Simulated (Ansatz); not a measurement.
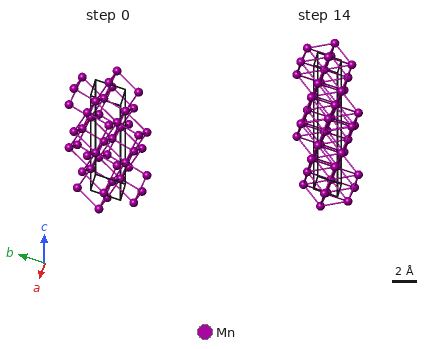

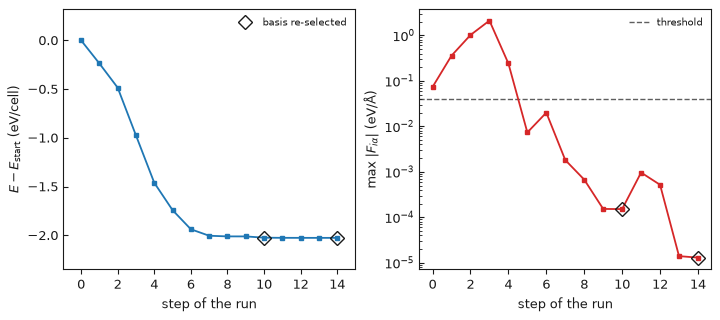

First and last geometry of a relaxation of a crystal of Mn (built on the grey arsenic (A7)_166 type) (coarse preliminary run), with the history of the run. Style: ball-and-stick. Shown: the conventional cell (3 times the calculation's cell), from a free direction. Lengths and directions refer to the drawn axes.

Case: grey arsenic (A7) type (R-3m, No. 166).

These are results of Ansatz, DFT r2SCAN, scalar-relativistic, plane waves, PAW, not measurements. Set-up: plane-wave cutoff 500 eV; k-point mesh 6 × 6 × 6; occupations gaussian; smearing width 0.1 eV; collinear spin; cell and atoms relaxed; force threshold 0.04 eV/Å; at most 70 steps.

**Read the history and describe the run.**

It converged. Over 12 accepted moves (14 points after the start) the energy falls by 2.027 eV per cell of the calculation. Largest force component: 0.074 eV/Å at the start, under 0.0001 eV/Å at the end. The pressure goes from −15.87 to −0.01 GPa. The SCF was repeated twice at an unchanged geometry on a basis and grid sized afresh for the cell, which shifted the energy by 13.0 meV per cell of the calculation at most. The largest moves relative to the cell, 0.26 Å, are those of Mn atoms. Cell: a = b 3.237 → 2.557 Å (−21.0 %), c 9.003 → 11.786 Å (+30.9 %). Volume −18.3 %. Near-neighbour distances that change, for instance: Mn–Mn 3.237 → 2.557 Å, Mn–Mn 2.166 → 2.457 Å, Mn–Mn 2.668 → 2.457 Å. Among the angles between lasting bonds that change: Mn–Mn–Mn 96.7° → 62.7°, Mn–Mn–Mn 93.4° → 117.3°, Mn–Mn–Mn 164.8° → 180.0°. The space group stays R-3m (No. 166). The run may lie on a higher electronic state than the lowest, so the end point isn't shown to be the ground-state structure.
